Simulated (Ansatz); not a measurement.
## Energy of PtS$_{2}$ along a strain of the cell

System: PtS$_{2}$ (P-3m1, 3 atoms in the cell).
Method: DFT LDA, scalar-relativistic, plane waves, PAW, no spin polarisation (Ansatz 0.2.0).

The 5 runs differ only in the geometry, by a strain of the cell at fixed fractional positions. Against run 3, the strain is εzz = η. The structure derives from an entry of the Crystallography Open Database.

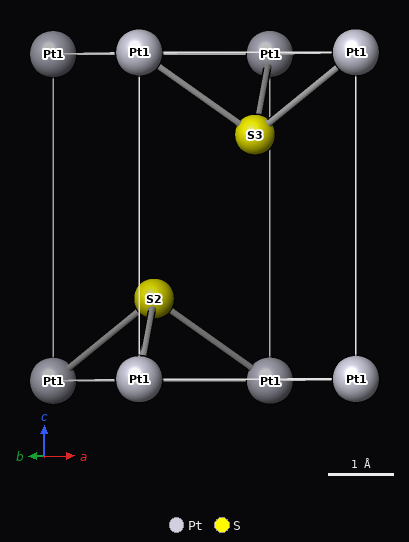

Figure 1. The structure of run 3 (ball-and-stick view of the cell of the calculation, seen at an oblique angle; atoms are numbered from 1 in the order of the input).

**Input of run 3**
```yaml
crystal:
  lattice:
    - [3.366039502, 0.0, 0.0]
    - [-1.683019751, 2.9150757189, 0.0]
    - [0.0, 0.0, 5.0388]
  atoms:
    - { symbol: Pt, position: [0.0, 0.0, 0.0] }
    - { symbol: S, position: [0.3333333333, 0.6666666667, 0.25] }
    - { symbol: S, position: [0.6666666667, 0.3333333333, 0.75] }
basis:
  ecutwfc: 420
kpoints:
  mp_grid: { grid: [12, 12, 8] }
hamiltonian:
  xc: lda
scf:
  occupations: { method: gaussian, width: 0.05 }
output:
  forces: true
  stress: true
  eigenvalues: true
```

Lattice vectors (Å) and fractional positions of run 3:
```
   3.366040    0.000000    0.000000
  -1.683020    2.915076    0.000000
   0.000000    0.000000    5.038800
Pt  0.000000  0.000000  0.000000
S   0.333333  0.666667  0.250000
S   0.666667  0.333333  0.750000
```

Run 4 differs from it as follows:
```diff
-    - [0.0, 0.0, 5.0388]
+    - [0.0, 0.0, 5.16477]
```

**Results, with one run withheld**

| run | strain parameter η (%) | free energy per atom, from the lowest run given (meV) | pressure (GPa) | gap on the mesh (eV) |
| --- | --- | --- | --- | --- |
| 1 | −5.0000 | 60.38 | 24.06 | 0.54 |
| 2 | −2.5000 | 28.87 | 18.96 | 0.57 |
| 3 | 0.0000 | 8.72 | 14.33 | 0.60 |
| 4 | 2.5000 | ? | ? | ? |
| 5 | 5.0000 | 0.00 | 6.32 | 0.67 |

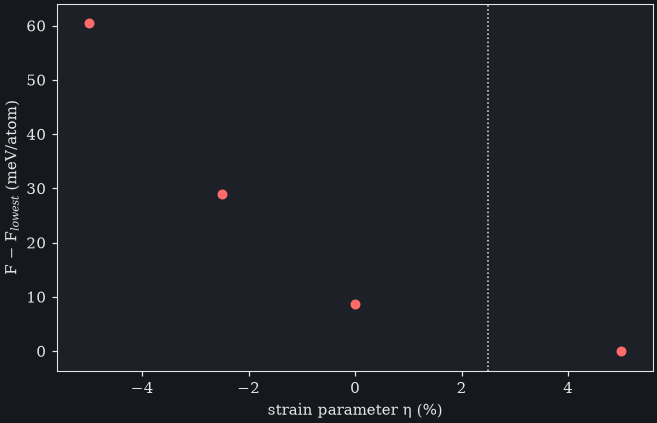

Figure 2. Free energy per atom of the runs given; the dotted line marks run 4.

What should run 4 give?

A quadratic polynomial in the coordinate, fitted to the 4 runs given, misses them by at most 0.18 meV per atom. With x = η + 0.6250, it reads F = 12.689 − 7.1081 x + 0.86335 x² (meV per atom). At run 4 it gives −1.09 meV per atom, and the run itself gives −0.71. The fit has its minimum at η = 3.4916 %. The gap on the mesh goes, without turning, from 0.54 eV in run 1 to 0.67 eV in run 5; run 4 has 0.63 eV. These are gaps of this functional on this mesh, which can miss the band edges; they aren't the measured gap.

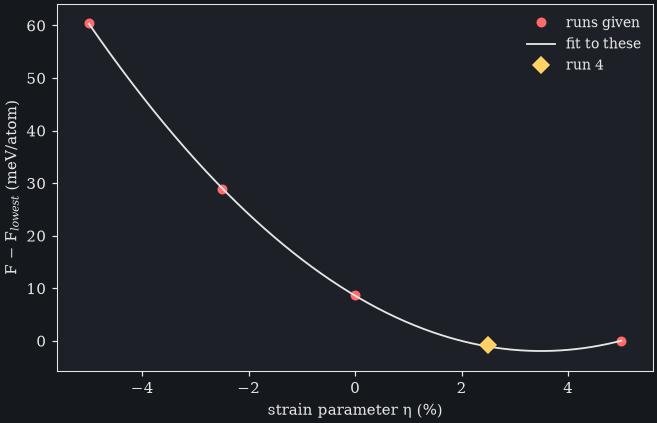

Figure 3. The fit and the withheld run.

**Output, shortened to warnings, some set-up lines, iterations and results (run 4)**
```
Basis set: ecut = 420 eV, 977 PW (Γ)
Symmetry: 12 space group operations
k-points: 131 of 1152
Initial density: superposition of atomic densities (neutral atoms: chi_scale 0, normalization atom), corrected by the library's trained network
[...]
SCF iter   1: F=—  HF=-13985.145388 eV  |F-HF|=—  |Δ(HF+E_count)|=         —  Δρ=5.71e-3  dr2=1.52e-2  ethr=1.77e-3  ⟨swp⟩=5.2  Hψ=12286  notcnv=0
SCF iter   2: F=—  HF=-13985.143563 eV  |F-HF|=—  |Δ(HF+E_count)|=   1.83e-3  Δρ=3.17e-3  dr2=4.80e-3  ethr=5.07e-5  ⟨swp⟩=1.2  Hψ=3559  notcnv=0
SCF iter   3: F=—  HF=-13985.142688 eV  |F-HF|=—  |Δ(HF+E_count)|=   8.74e-4  Δρ=3.93e-4  dr2=5.30e-5  ethr=1.60e-5  ⟨swp⟩=2.0  Hψ=3064  notcnv=0
SCF iter   4: F=—  HF=-13985.142678 eV  |F-HF|=—  |Δ(HF+E_count)|=   1.05e-5  Δρ=8.67e-5  dr2=4.70e-6  ethr=1.77e-7  ⟨swp⟩=2.0  Hψ=3877  notcnv=0
SCF iter   5: F=—  HF=-13985.142677 eV  |F-HF|=—  |Δ(HF+E_count)|=   4.02e-7  Δρ=1.79e-5  dr2=1.75e-7  ethr=1.57e-8  ⟨swp⟩=2.6  Hψ=3636  notcnv=0
SCF iter   6: F=-13985.142678 eV  HF=-13985.142678 eV  |F-HF|=6.00e-9  |Δ(HF+E_count)|=   3.67e-8  Δρ=4.63e-6  dr2=1.75e-8  ethr=3.33e-10  ⟨swp⟩=5.1  Hψ=10704  notcnv=0
SCF 1 converged in 6 iterations: F = -13985.142678 eV  dr2 = 1.75e-8
SCF converged after 6 iterations
Free energy (F): -13985.142678 eV
Harris-Foulkes:  -13985.142678 eV  (|F-HF|=6.00e-9)
Internal energy: -13985.142678 eV  (E = F + TS)
E sigma→0 (E₀):  -13985.142678 eV
Fermi energy:    12.508840 eV
--- Per-component energies (eV) ---
  E_band       = -289.218942
  E_kinetic    = 858.525894
  E_local      = -3031.631500  (includes V_loc(G=0)·N_el)
  E_nonlocal   = 264.890669
  E_hartree    = 1203.390532
  E_xc         = -455.660189
  E_vxc        = -481.797771  (∫ρ·V_xc dr)
  E_paw        = -10315.129761  (= ΣΔE_a)
  E_vpaw       = -305.993189  (= ΣTr[D̂ρ^β])
  E_aug_tail   = 0.000162  (compensation charges beyond the density's cutoff)
  E_ewald      = -2510.298749
  E_core_change = 0.770265  (= ΣΔE_core)
  E_smearing   = -0.000000  (= −TS)
  E_closure    = -0.000000  (closes the sum)
  Σ components = -13985.142678   (vs F -13985.142678, Δ=0.00e0)
--- Forces (eV/Å), atoms counted from 1 ---
  atom   1  Pt     0.00000000    -0.00000000     0.00000000
  atom   2  S      0.00000000    -0.00000000     0.17893414
  atom   3  S     -0.00000000     0.00000000    -0.17893414
  max |Σ_I F_I| component: 4.63e-18 eV/Å
--- Stress (GPa, compression-positive) ---
       14.365616      -0.000000       0.000000
       -0.000000      14.365616       0.000000
        0.000000       0.000000       1.657569
  P = ⅓ Tr σ = 10.1296 GPa (101.296 kbar)
```

Notes: Spin–orbit coupling is left out, which matters for Pt.
